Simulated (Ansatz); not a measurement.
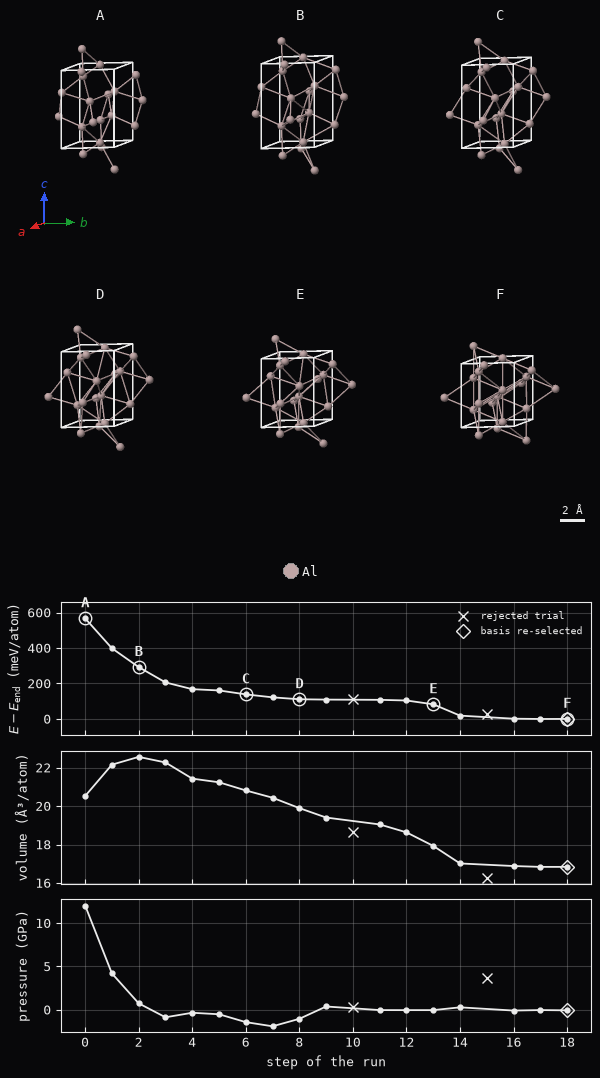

Frames of a relaxation of crystalline Al (a generated structure, set up in P3_2) (coarse preliminary run), marked on the history of the run. Style: ball-and-stick. Shown: the cell of the calculation, slightly off an axis.

Level of theory: Ansatz 0.2.0, DFT PBE, scalar-relativistic, plane waves, PAW.

Input
```yaml
crystal:
  lattice:
    - [4.59001547, 0.0, 0.0]
    - [-2.29500774, 3.97507, 0.0]
    - [0.0, 0.0, 6.74851412]
  atoms:
    - { symbol: Al, position: [0.16411406, 0.66278256, 0.34048367] }
    - { symbol: Al, position: [0.33721744, 0.5013315, 0.00715034] }
    - { symbol: Al, position: [0.4986685, 0.83588594, 0.67381701] }
    - { symbol: Al, position: [0.57438022, 0.24546047, 0.23458661] }
    - { symbol: Al, position: [0.75453953, 0.32891976, 0.90125328] }
    - { symbol: Al, position: [0.67108024, 0.42561978, 0.56791995] }
basis:
  ecutwfc: 420
kpoints:
  mp_grid: { grid: [6, 6, 4] }
hamiltonian:
  xc: pbe
scf:
  occupations: { method: gaussian, width: 0.1 }
  lower_state_search: "off"
output:
  forces: true
  stress: true
  eigenvalues: true
relax:
  adjacent_minimum: "off"
  f_tol: 0.04
  max_steps: 70
  cell: { stress_tol: 0.4 }
```

Run as
```bash
ansatz run input.yaml --threads 1 --pin off --max-ram 2560MiB --backend cpu --events-out ev --progress --plain --runs-dir out
```

Q: What happens along the run?

A: The largest moves relative to the cell, 1.32 Å, are those of Al1, Al2 and Al3. Al1 goes roughly along [−1 −2 0]. The volume changes by −18.0 %, with a = b 4.590 → 4.599 Å (+0.2 %), c 6.749 → 5.515 Å (−18.3 %). Among the contacts that change: Al1–Al6 5.184 → 2.816 Å, Al1–Al5 4.162 → 2.760 Å, Al4–Al5 2.361 → 3.221 Å, Al1–Al5 (another image) 3.433 → 2.756 Å. Among the angles between lasting bonds that change: Al1–Al6–Al3 114.2° → 179.9°, Al5–Al3–Al6 133.0° → 70.2°, Al1–Al6–Al3 112.0° → 70.4°. The space group (tolerance 0.01 Å) goes from P3_2 (No. 145) to P3_221 (No. 154). The energy falls by 567 meV per atom in 15 accepted moves (18 points after the start). Largest force component: 1.2 eV/Å at the start, 0.0078 eV/Å at the end. The pressure goes from 12.04 to −0.07 GPa. The line search rejected the trial steps at points 10, 15 of the run. The SCF was repeated once at an unchanged geometry on a basis and grid sized afresh for the cell, which shifted the energy by 0.3 meV per atom at most. The run took 2.8 min on 1 thread of Intel(R) Xeon(R) Processor @ 2.50GHz (Skylake/Cascade Lake), on a shared host, peak memory 0.38 GiB. From step 0 to 2: Al atoms move most (0.31 Å), volume +9.9 %, energy −275 meV per atom. From step 2 to 6: Al atoms move most (0.59 Å), volume −7.7 %, energy −154 meV per atom. From step 6 to 8: Al atoms move most (0.12 Å), volume −4.4 %, energy −27.5 meV per atom. From step 8 to 13: Al atoms move most (0.30 Å), volume −9.9 %, energy −28.4 meV per atom. From step 13 to 18: Al atoms move most (0.29 Å), volume −6.1 %, energy −82.5 meV per atom.

| step | E − E(0), meV/atom | largest force component, eV/Å | pressure, GPa | volume, Å³/atom | note |
| --- | --- | --- | --- | --- | --- |
| 0 | 0.00 | 1.1522 | 12.04 | 20.522 |  |
| 1 | -168.89 | 0.7111 | 4.19 | 22.153 |  |
| 2 | -274.98 | 0.6011 | 0.74 | 22.558 |  |
| 3 | -361.48 | 0.4007 | -0.87 | 22.269 |  |
| 4 | -399.60 | 0.0772 | -0.35 | 21.428 |  |
| 5 | -406.78 | 0.0650 | -0.52 | 21.237 |  |
| 6 | -428.98 | 0.1204 | -1.43 | 20.813 |  |
| 7 | -445.63 | 0.1875 | -1.91 | 20.434 |  |
| 8 | -456.50 | 0.1146 | -1.05 | 19.893 |  |
| 9 | -458.36 | 0.0388 | 0.37 | 19.403 |  |
| 10 | -453.17 | 0.3517 | 0.31 | 18.639 | rejected |
| 11 | -459.73 | 0.1113 | -0.04 | 19.044 |  |
| 12 | -463.42 | 0.2231 | -0.05 | 18.633 |  |
| 13 | -484.87 | 0.3045 | -0.04 | 17.928 |  |
| 14 | -548.77 | 0.2950 | 0.28 | 17.016 |  |
| 15 | -537.62 | 0.5611 | 3.69 | 16.276 | rejected |
| 16 | -566.01 | 0.0826 | -0.10 | 16.882 |  |
| 17 | -567.70 | 0.0079 | -0.04 | 16.837 |  |
| 18 | -567.38 | 0.0078 | -0.07 | 16.837 | same geometry, new basis |
